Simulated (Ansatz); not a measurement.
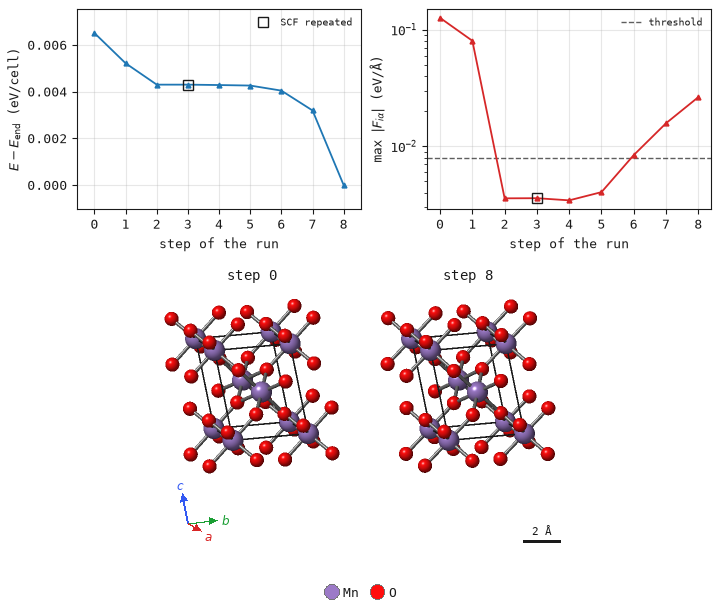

First and last geometry of a relaxation of solid MnO₂ (set up in P2_1/c), with the history of the run. A ball-and-stick model of the cell of the calculation, reduced to other axes, seen slightly off an axis. Lengths and directions refer to the drawn axes.

Case: shear of c along a, cell held, atoms relaxed: +2.0 %.

Level of theory: DFT PBE+U, scalar-relativistic, plane waves, PAW in Ansatz 0.2.0. Settings: plane-wave cutoff 420 eV; k-point mesh 8 × 8 × 12; occupations gaussian; smearing width 0.1 eV; U Mn 3.9 eV; collinear spin; atoms relaxed in a fixed cell; force threshold 0.008 eV/Å; at most 40 steps.

Read the history and describe the run.

Answer. The run was cut off at its time limit before the relaxation converged, so the last structure is only a point on the way. The energy falls by 6.5 meV per cell of the calculation in 7 accepted moves (8 points after the start). The largest force component goes from 0.13 to 0.026 eV/Å. 1 step only repeated the SCF at the same geometry. The forces were under the threshold at step 2, but the run went on from there. The largest moves, 0.051 Å, are those of O atoms. Mn stays in place. The cell stays as it was. Some distances before and after: Mn–O 1.900 → 1.907 Å, Mn–O 1.926 → 1.921 Å. The space group stays P2_1/c (No. 14).

| step | E − E(0), meV/atom | largest force component, eV/Å | note |
| --- | --- | --- | --- |
| 0 | 0.00 | 0.1263 |  |
| 1 | -0.22 | 0.0804 |  |
| 2 | -0.37 | 0.0036 |  |
| 3 | -0.37 | 0.0036 | same geometry, SCF repeated |
| 4 | -0.37 | 0.0034 |  |
| 5 | -0.37 | 0.0040 |  |
| 6 | -0.41 | 0.0084 |  |
| 7 | -0.55 | 0.0158 |  |
| 8 | -1.09 | 0.0264 |  |
